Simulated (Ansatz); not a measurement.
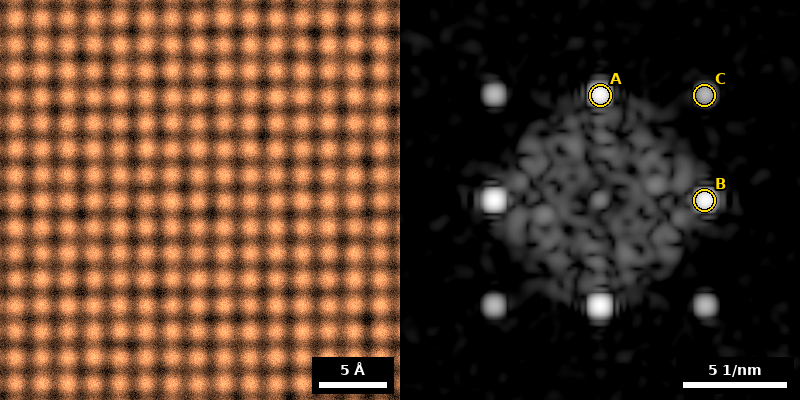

HAADF-like image of a crystal. The image is simulated as a sum over atoms of Z^1.7, blurred by a 1.24 Å probe (no channelling). The display is stretched by a gamma of 0.65; percentages refer to the linear signal. Shot noise and the speckle of an amorphous layer were added.

The right panel is the modulus of the image's Fourier transform on a logarithmic scale.

Question: Which lattice spacings do the marked spots stand for, and what angle do A and B enclose?

Answer: A: 2.0 Å, B: 2.0 Å, C: 1.4 Å; A and B enclose about 90°.

The crystal is Ni (Im-3m, No. 229) along [001]; the spots are (1 -1 0), (-1 -1 0) and (0 -2 0). Model: the input geometry of an electronic-structure calculation (not necessarily at equilibrium); the starting structure was generated, so it need not be a known form of this composition.
